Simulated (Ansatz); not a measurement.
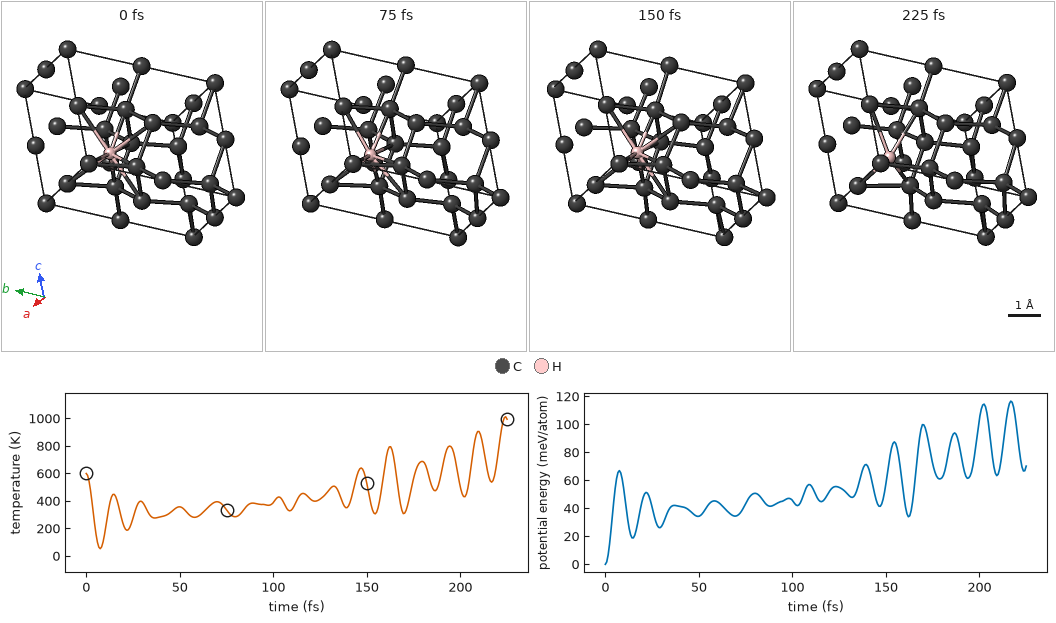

A Born-Oppenheimer molecular dynamics run of C with an interstitial H (17 atoms in the cell), 225 fs long. Frames and the history of the run. The picture is a ball-and-stick view of the reduced simulation cell, seen from a free direction. Bonds to atoms that aren't drawn are left out. Lengths and directions refer to the drawn axes.

Computed with DFT LDA, scalar-relativistic, plane waves, PAW (Ansatz 0.2.0). Settings: plane-wave cutoff 420 eV; k-point mesh 2 × 2 × 2; Fermi-Dirac smearing 0.02 eV; spin collinear; Nosé-Hoover thermostat (NVT); set temperature 600 K; time step 0.75 fs; thermostat time 100.0 fs.

Input
```yaml
crystal:
  lattice:
    - [0.0, 3.57, 3.57]
    - [3.57, 0.0, 3.57]
    - [3.57, 3.57, 0.0]
  atoms:
    - { symbol: C, position: [0.00093022, -0.0075158, 0.00026826] }
    - { symbol: C, position: [0.12874906, 0.11484369, 0.12809374] }
    - { symbol: C, position: [0.00092643, -0.00751214, 0.50609778] }
    - { symbol: C, position: [0.1276131, 0.11498466, 0.62859103] }
    - { symbol: C, position: [0.00384739, 0.48956502, 0.00318155], spin: 0.07 }
    - { symbol: C, position: [0.12875816, 0.61447819, 0.12809567] }
    - { symbol: C, position: [0.0009467, 0.4866644, 0.50608315] }
    - { symbol: C, position: [0.12875863, 0.61448133, 0.62844185] }
    - { symbol: C, position: [0.5067527, -0.00752054, 0.0002722] }
    - { symbol: C, position: [0.62925339, 0.11497952, 0.1269507] }
    - { symbol: C, position: [0.50384509, -0.01043587, 0.50318429] }
    - { symbol: C, position: [0.62925113, 0.11498118, 0.62859395] }
    - { symbol: C, position: [0.50674948, 0.48665935, 0.00028147] }
    - { symbol: C, position: [0.62910962, 0.6144744, 0.12809697] }
    - { symbol: C, position: [0.50674876, 0.48666027, 0.50608638] }
    - { symbol: C, position: [0.62925851, 0.61333776, 0.62858946] }
    - { symbol: H, position: [0.25377292, 0.73977637, 0.25311515], spin: 0.26 }
magnetization:
  spin_polarized: true
basis:
  ecutwfc: 420.0
kpoints:
  mp_grid: { grid: [2, 2, 2] }
hamiltonian:
  xc: lda
scf:
  occupations: { method: fermi_dirac, width: 0.02 }
  lower_state_search: "off"
md:
  timestep: 0.75
  n_steps: 300
  ensemble: nvt_nose_hoover
  temperature: 600.0
  initial_velocities: maxwell_boltzmann
  seed: 184944
  nose_hoover: { tau: 100.0, chain_length: 1 }
```

Command:
```bash
ansatz run input.yaml --threads 1 --pin off --max-ram 3072MiB --backend cpu --events-out ev --progress --plain --runs-dir out
```

> What happens in this trajectory?

Over the second half the temperature averages 563 K (spread ±167 K). The potential energy is still drifting at the end, so the run hasn't reached equilibrium. The potential energy in the second half lies on average 70.4 meV per atom above the first frame. Root-mean-square distances from the starting positions over the second half, with the common drift of all atoms taken out: H 0.22 Å, C 0.06 Å. Against the typical shortest distance between atoms in the first frame, about 1.5 Å these are wide excursions, but the first-neighbour bonds of the start all hold: the network flexes, or its layers or units shift against each other, without breaking. Bond changes: 3 C–H contacts open and close in turn; one C–H bond breaks at about 173 fs.

Limits of the set-up: the k-point mesh is coarse for a cell with partly filled bands; the periodic images lie only 5.0 Å apart, so the values are limited by the cell's size.
